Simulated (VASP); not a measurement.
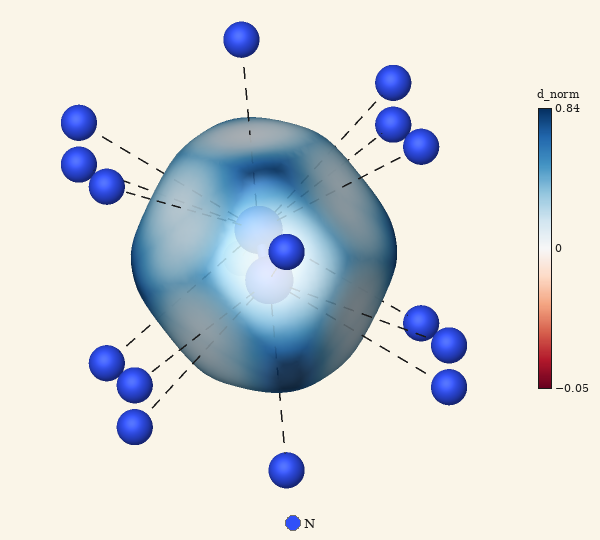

Hirshfeld surface computed for the N₂ molecule in N in space group P4_2/mnm, coloured by d_norm. Dashed lines lead to the closest neighbours outside.

The surface is where the fragment's share of the procrystal density (the sum of the densities of spherically averaged neutral Hartree-Fock atoms) equals one half. d_i and d_e are the distances from the surface to the nearest nucleus inside and outside; d_norm adds both, each measured against its van der Waals radius (Alvarez: N 1.66 Å), so red marks contacts shorter than the sum of radii, white equal and blue longer.

Origin of the cell: a cell listed in the Materials Project, as set up for an electronic-structure calculation.

```xyz
4
Lattice="4.0841 0.0000 0.0000 0.0000 4.0841 0.0000 0.0000 0.0000 5.3459" Properties=species:S:1:pos:R:3 pbc="T T T"
N     1.6511    2.4330    2.6730
N     0.3909    0.3909    0.0000
N     2.4330    1.6511    2.6730
N     3.6931    3.6931    0.0000
```

Question: Which contact with the surroundings is the closest relative to the atoms' sizes?

Answer: N···N at 3.39 Å, 102 % of the sum of the van der Waals radii.

Question: How is the surface shared among contacts (both directions of a pair summed)?

Answer: N···N 100 %.

Question: Give the size and shape of the surface.

Answer: It encloses about 41.4 Å³, has an area of about 60 Å² and a globularity of 0.96 (1 for a sphere).
